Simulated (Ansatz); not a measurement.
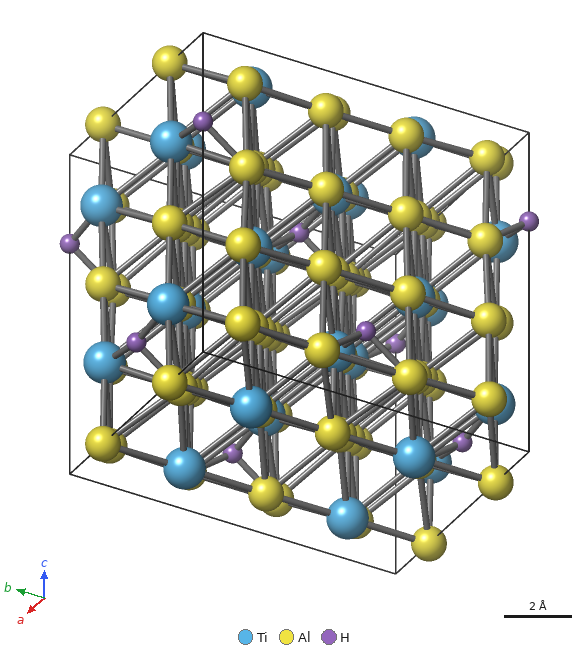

A ball-and-stick rendering, viewed from a general direction. Thin lines show the conventional unit cell, with boundary atoms drawn in all their periodic places. Cell: a = 7.959 Å, b = 11.256 Å, c = 11.256 Å, α = 90.00°, β = 90.00°, γ = 90.00°.

What structure is drawn here?

The stoichiometry is Ti$_{4}$Al$_{12}$H. The symmetry is that of Fmm2 (No. 42), on a face-centred orthorhombic lattice. Counting shared atoms by their share gives 16 Ti, 48 Al, 4 H, or 68 atoms. Each H has two Ti and two Al (about 1.9 Å to Ti, 1.9 Å to Al). Ti takes two kinds of site: 8d with twelve Al and one H (about 2.8 to 2.9 Å to Al, 1.9 Å to H); 8b with twelve Al in a cuboctahedral arrangement at about 2.7 to 2.8 Å. Numbers of contacts at bonding distance: Al 12 to 13 (mean 12.2). The bonds build a three-dimensional framework.

The cell started as a structure listed in the Materials Project, repeated into a supercell with a point defect put in. The cell was then strained or its atoms displaced on purpose. The atoms were relaxed in a fixed cell with Ansatz 0.2.0, DFT PBE, scalar-relativistic, plane waves, PAW.
